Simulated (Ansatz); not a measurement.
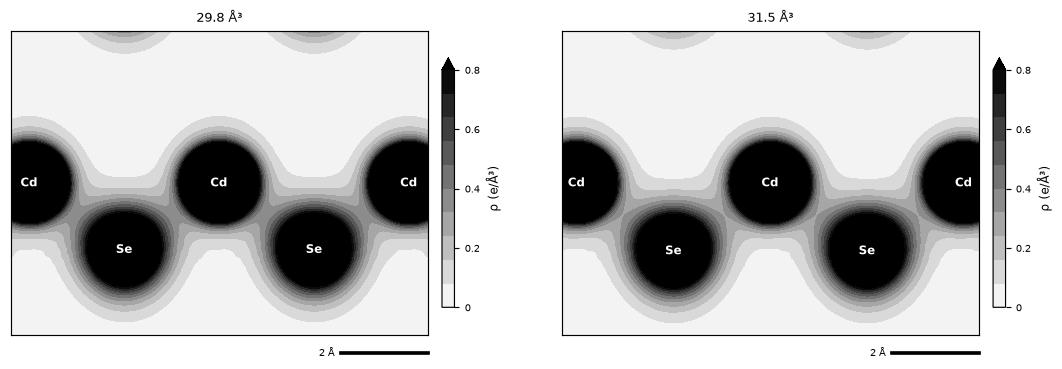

CdSe. The valence electron density of cells scaled evenly to different volumes (given per atom above each panel), on the (011̄) plane of each (indices in the axes of the cell below), at one length scale and on one colour scale.

A structure from a database of computed crystals, not necessarily the ambient phase.

Level of theory: DFT PBE, scalar-relativistic, plane waves, PAW in Ansatz.

The largest cell:

```
Cd Se
1.0
     0.00000    3.15918    3.15918
     3.15918    0.00000    3.15918
     3.15918    3.15918    0.00000
Cd Se
1 1
Direct
  0.00000 0.00000 0.00000
  0.75000 0.75000 0.75000
```

| volume (Å³/atom) | Cd–Se contact in the plane (Å) | ρ at its midpoint (e/Å³) | pressure (GPa) | gap on the mesh (eV) | 
| --- | --- | --- | --- | --- |
| 29.75 | 2.683 | 0.354 | 0.0 | 0.49 | 
| 30.64 | 2.710 | ? | ? | ? | 
| 31.53 | 2.736 | 0.326 | −2.3 | 0.37 | 

Estimate the missing row, and compare with the calculation.

Over the known rows ln ρ falls by 1.55 per Å of Cd–Se distance (the line through the two), which gives 0.339 e/Å³ at 2.710 Å; the calculation gives 0.340 e/Å³. For the pressure, a straight line in volume between the neighbouring rows gives −1.1 GPa; the calculation gives −1.3. For the gap on the mesh, a straight line in volume between the neighbouring rows gives 0.43 eV; the calculation gives 0.43.
